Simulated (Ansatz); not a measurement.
**Pt: a changed input and its effect**

System: Pt (Fm-3m, 1 atom in the cell).
Method of the first run: DFT, PBE, dispersion d3bj, plane waves, PAW, no spin polarisation (Ansatz 0.2.0).

The structure derives from an entry of the Crystallography Open Database. Text and figures count atoms from 1; the logs count them from 0 in places.

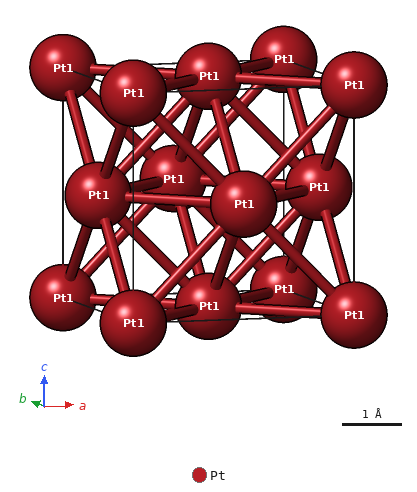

**Figure 1.** The structure as given in the input (ball-and-stick view of the cell 4 times as large as that of the calculation, set on its symmetry axes, seen slightly off an axis; atoms are numbered from 1 in the order of the input). An atom can appear more than once, as a periodic image.

Input, the first run:
```yaml
crystal:
  lattice:
    - [0.0, 1.9642477772, 1.9642477772]
    - [1.9642477772, 0.0, 1.9642477772]
    - [1.9642477772, 1.9642477772, 0.0]
  atoms:
    - { symbol: Pt, position: [0.0, 0.0, 0.0] }
basis:
  ecutwfc: 420
kpoints:
  mp_grid: { grid: [18, 18, 18] }
hamiltonian:
  xc: pbe
  dispersion: d3bj
scf:
  occupations: { method: gaussian, width: 0.1 }
  mixing: { preconditioner: none }
output:
  forces: true
  eigenvalues: true
  stress: true
```

Command:
```bash
ansatz run input.yaml --threads 4 --pin off --max-ram 10240MiB --backend cpu --events-out ev --progress --plain --runs-dir out
```

Hardware: 4 threads of Intel Xeon (Sapphire Rapids), 192 GiB of memory available, shared host.

Output, shortened to warnings, some set-up lines, iterations and results (the first run):
```
Basis set: ecut = 420 eV, 307 PW (Γ), exchange–correlation on 40×40×40 points (8 copies of the dense FFT grid, shifted against one another)
Symmetry: 48 space group operations
k-points: 195 of 5832
Initial density: superposition of atomic densities (neutral atoms: chi_scale 0, normalization atom), corrected by the library's trained network
[...]
SCF iter   1: F=—  HF=-12523.778683 eV  |F-HF|=—  |Δ(HF+E_count)|=         —  Δρ=3.07e-3  dr2=2.21e-4  ethr=1.77e-3  ⟨swp⟩=5.0  Hψ=13928  notcnv=0
SCF iter   2: F=—  HF=-12523.779094 eV  |F-HF|=—  |Δ(HF+E_count)|=   4.11e-4  Δρ=1.54e-3  dr2=5.02e-5  ethr=1.23e-6  ⟨swp⟩=2.5  Hψ=5809  notcnv=0
SCF iter   3: F=—  HF=-12523.779249 eV  |F-HF|=—  |Δ(HF+E_count)|=   1.55e-4  Δρ=1.83e-4  dr2=1.88e-6  ethr=2.79e-7  ⟨swp⟩=2.0  Hψ=3500  notcnv=0
SCF iter   4: F=—  HF=-12523.779250 eV  |F-HF|=—  |Δ(HF+E_count)|=   8.96e-7  Δρ=4.63e-5  dr2=2.12e-7  ethr=1.05e-8  ⟨swp⟩=2.2  Hψ=3988  notcnv=0
SCF iter   5: F=-12523.779250 eV  HF=-12523.779250 eV  |F-HF|=7.55e-10  |Δ(HF+E_count)|=   3.97e-8  Δρ=7.40e-6  dr2=2.05e-9  ethr=1.18e-9  ⟨swp⟩=2.6  Hψ=3554  notcnv=0
SCF iter   6: F=-12523.779250 eV  HF=-12523.779250 eV  |F-HF|=4.00e-11  |Δ(HF+E_count)|=   1.45e-9  Δρ=1.07e-6  dr2=3.81e-11  ethr=1.14e-11  ⟨swp⟩=1.3  Hψ=7675  notcnv=0
SCF 1 converged in 6 iterations: F = -12523.779250 eV  dr2 = 3.81e-11
SCF converged after 6 iterations
Free energy (F): -12523.779250 eV
Harris-Foulkes:  -12523.779250 eV  (|F-HF|=4.00e-11)
Internal energy: -12523.768534 eV  (E = F + TS)
E sigma→0 (E₀):  -12523.773892 eV
Entropy (-TS):   -0.010716 eV (-10.716 meV/atom)
Fermi energy:    23.249658 eV
--- Per-component energies (eV) ---
  E_band       = -130.750729
  E_kinetic    = 638.178262
  E_local      = -1467.756682  (includes V_loc(G=0)·N_el)
  E_nonlocal   = 199.777105
  E_hartree    = 545.367874
  E_xc         = -262.082035
  E_vxc        = -303.256892  (∫ρ·V_xc dr)
  E_paw        = -9453.984554  (= ΣΔE_a)
  E_vpaw       = -288.428643  (= ΣTr[D̂ρ^β])
  E_aug_tail   = 0.000209  (compensation charges beyond the density's cutoff)
  E_ewald      = -2722.493326
  E_disp       = -0.775389  (pairwise vdW)
  E_smearing   = -0.010716  (= −TS)
  E_closure    = 0.000000  (closes the sum)
  Σ components = -12523.779250   (vs F -12523.779250, Δ=0.00e0)
--- Forces (eV/Å), atoms counted from 1 ---
  atom   1  Pt    -0.00000000     0.00000000     0.00000000
  max |Σ_I F_I| component: 6.98e-32 eV/Å
--- Stress (GPa, compression-positive) ---
       -0.006486       0.000000      -0.000000
       -0.000000      -0.006486       0.000000
        0.000000      -0.000000      -0.006486
  P = ⅓ Tr σ = -0.0065 GPa (-0.065 kbar)
```

For the second run the input was changed thus:
```diff
-    - [0.0, 1.9642477772, 1.9642477772]
-    - [1.9642477772, 0.0, 1.9642477772]
-    - [1.9642477772, 1.9642477772, 0.0]
+    - [0.0, 1.9579, 1.9579]
+    - [1.9579, 0.0, 1.9579]
+    - [1.9579, 1.9579, 0.0]
-  mp_grid: { grid: [18, 18, 18] }
+  mp_grid: { grid: [8, 8, 8] }
-  mixing: { preconditioner: none }
```

What does this change do to the results?

With the same functional and potentials, the second run lies 11.9 meV per atom higher (other lines of the input change too). The pressure goes from −0.01 to 2.13 GPa. The volume per atom goes from 15.16 to 15.01 Å³. The number of SCF iterations is the same. The irreducible k-points go from 195 to 29. The plane waves at Γ go from 307 to 283.

Output, shortened to warnings, some set-up lines, iterations and results (the second run):
```
Basis set: ecut = 420 eV, 283 PW (Γ), exchange–correlation on 40×40×40 points (8 copies of the dense FFT grid, shifted against one another)
Symmetry: 48 space group operations
k-points: 29 of 512
Initial density: superposition of atomic densities (neutral atoms: chi_scale 0, normalization atom), corrected by the library's trained network
[...]
SCF iter   1: F=—  HF=-12523.767514 eV  |F-HF|=—  |Δ(HF+E_count)|=         —  Δρ=4.31e-3  dr2=1.66e-3  ethr=1.77e-3  ⟨swp⟩=5.0  Hψ=2077  notcnv=0
SCF iter   2: F=—  HF=-12523.767250 eV  |F-HF|=—  |Δ(HF+E_count)|=   2.65e-4  Δρ=2.32e-3  dr2=4.53e-4  ethr=9.24e-6  ⟨swp⟩=1.6  Hψ=666  notcnv=0
SCF iter   3: F=—  HF=-12523.767321 eV  |F-HF|=—  |Δ(HF+E_count)|=   7.19e-5  Δρ=2.49e-4  dr2=5.71e-6  ethr=2.52e-6  ⟨swp⟩=2.0  Hψ=524  notcnv=0
SCF iter   4: F=—  HF=-12523.767328 eV  |F-HF|=—  |Δ(HF+E_count)|=   6.11e-6  Δρ=6.29e-5  dr2=2.31e-7  ethr=3.17e-8  ⟨swp⟩=2.3  Hψ=586  notcnv=0
SCF iter   5: F=-12523.767328 eV  HF=-12523.767328 eV  |F-HF|=1.78e-9  |Δ(HF+E_count)|=   1.74e-7  Δρ=8.27e-6  dr2=6.86e-9  ethr=1.28e-9  ⟨swp⟩=2.1  Hψ=488  notcnv=0
SCF iter   6: F=-12523.767328 eV  HF=-12523.767328 eV  |F-HF|=1.82e-12  |Δ(HF+E_count)|=  5.33e-10  Δρ=5.82e-7  dr2=2.80e-11  ethr=3.81e-11  ⟨swp⟩=2.3  Hψ=1191  notcnv=0
SCF 1 converged in 6 iterations: F = -12523.767328 eV  dr2 = 2.80e-11
SCF converged after 6 iterations
Free energy (F): -12523.767328 eV
Harris-Foulkes:  -12523.767328 eV  (|F-HF|=1.82e-12)
Internal energy: -12523.758542 eV  (E = F + TS)
E sigma→0 (E₀):  -12523.762935 eV
Entropy (-TS):   -0.008786 eV (-8.786 meV/atom)
Fermi energy:    23.480232 eV
--- Per-component energies (eV) ---
  E_band       = -126.824121
  E_kinetic    = 638.273799
  E_local      = -1453.875509  (includes V_loc(G=0)·N_el)
  E_nonlocal   = 199.589921
  E_hartree    = 540.509252
  E_xc         = -262.220290
  E_vxc        = -303.447498  (∫ρ·V_xc dr)
  E_paw        = -9453.932624  (= ΣΔE_a)
  E_vpaw       = -288.383699  (= ΣTr[D̂ρ^β])
  E_aug_tail   = 0.000207  (compensation charges beyond the density's cutoff)
  E_ewald      = -2731.320018
  E_disp       = -0.783280  (pairwise vdW)
  E_smearing   = -0.008786  (= −TS)
  E_closure    = -0.000000  (closes the sum)
  Σ components = -12523.767328   (vs F -12523.767328, Δ=0.00e0)
--- Forces (eV/Å), atoms counted from 1 ---
  atom   1  Pt    -0.00000000    -0.00000000    -0.00000000
  max |Σ_I F_I| component: 6.16e-32 eV/Å
--- Stress (GPa, compression-positive) ---
        2.131735       0.000000       0.000000
        0.000000       2.131735       0.000000
        0.000000       0.000000       2.131735
  P = ⅓ Tr σ = 2.1317 GPa (21.317 kbar)
```

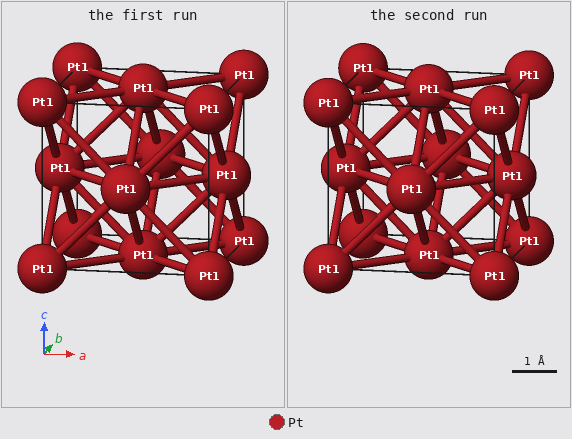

**Figure 2.** The two input geometries at one scale (ball-and-stick view of the cell 4 times as large as that of the calculation, set on its symmetry axes, seen slightly off an axis). No atom moves by more than 0.005 Å relative to the cell. The drawn cell changes as follows: a = b = c 3.928 → 3.916 Å (−0.3 %); the volume changes by −1.0 %. Among the contacts that change: Pt1–Pt1 2.778 → 2.769 Å.

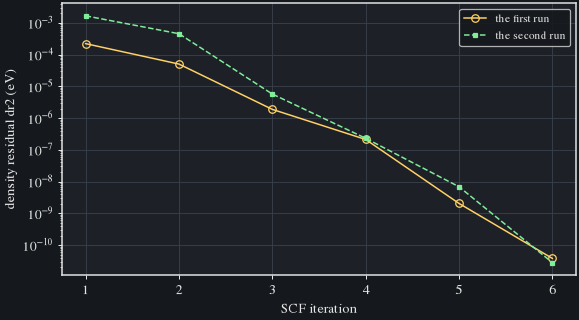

**Figure 3.** Convergence of the two runs: density residual dr2 against the SCF iteration. The first run takes 6 iterations in all, and the second run takes 6.

The two runs side by side:

| quantity | the first run | the second run |
| --- | --- | --- |
| outcome | converged | converged |
| free energy per atom (eV) | −12523.7793 | −12523.7673 |
| energy per atom, smearing taken to zero (eV) | −12523.7739 | −12523.7629 |
| gap on the mesh (eV) | 0.00 | 0.00 |
| pressure (GPa) | −0.01 | 2.13 |
| volume per atom (Å³) | 15.16 | 15.01 |
| largest force (eV/Å) | 0.000 | 0.000 |
| SCF iterations | 6 | 6 |
| irreducible k-points | 195 | 29 |
| plane waves at Γ | 307 | 283 |

For both runs: Spin–orbit coupling is left out, which matters for Pt.
